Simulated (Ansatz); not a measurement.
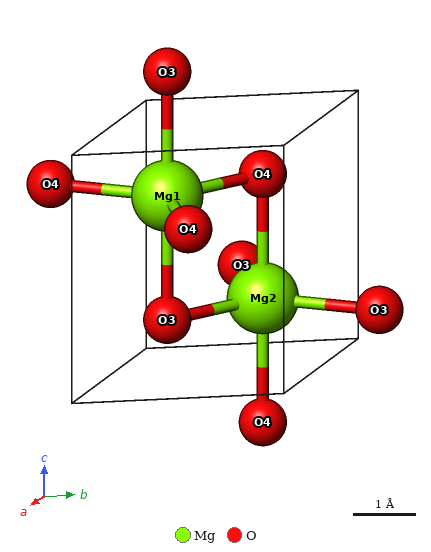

Reference structure: a symmetric starting cell of MgO. The picture is a ball-and-stick view of the cell of the calculation, seen slightly off an axis.

These are results of DFT PBE, scalar-relativistic, plane waves, PAW in Ansatz 0.2.0, not measurements. (plane-wave cutoff 420 eV; k-point mesh 9 × 9 × 6; occupations gaussian; smearing width 0.02 eV; no spin polarisation)

Change: The cell is strained by +6.7 % along c and +0.7 % across it (volume +8.1 %), the atoms keeping their fractional coordinates. No relaxation follows. The starting cell wasn't computed here and needn't be at equilibrium, so pressure and forces aren't due to the change alone.

Input
```yaml
crystal:
  lattice:
    - [3.5102246873, 0.0, 0.0]
    - [-1.7551123437, 3.0399437522, 0.0]
    - [0.0, 0.0, 4.4573014951]
  atoms:
    - { symbol: Mg, position: [0.66666667, 0.33333333, 0.75] }
    - { symbol: Mg, position: [0.33333333, 0.66666667, 0.25] }
    - { symbol: O, position: [0.66666667, 0.33333333, 0.25] }
    - { symbol: O, position: [0.33333333, 0.66666667, 0.75] }
basis:
  ecutwfc: 420
kpoints:
  mp_grid: { grid: [9, 9, 6] }
hamiltonian:
  xc: pbe
scf:
  occupations: { method: gaussian, width: 0.02 }
output:
  forces: true
  stress: true
  eigenvalues: true
  populations: true
```

### What does the calculation give for the changed structure?

Among the bonded contacts that change: Mg–O 2.089 → 2.229 Å, Mg–O 2.013 → 2.027 Å. The space group stays P6_3/mmc (No. 194). The pressure is −4.6 GPa (not all of it need come from the change, since the unchanged cell can be under pressure at this level too). The principal stresses (compression positive) are −8.5 GPa along c and −2.7 GPa across it. All forces vanish by symmetry.

Drawn alike, the variant:

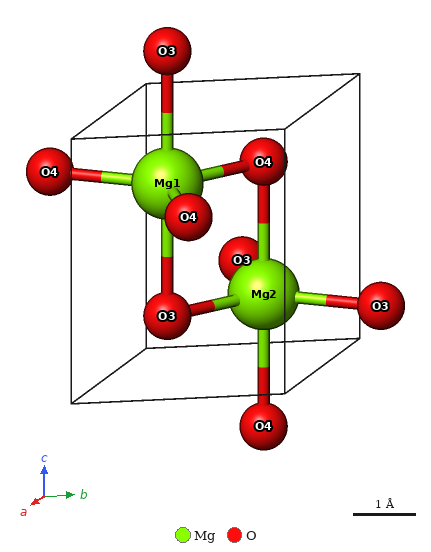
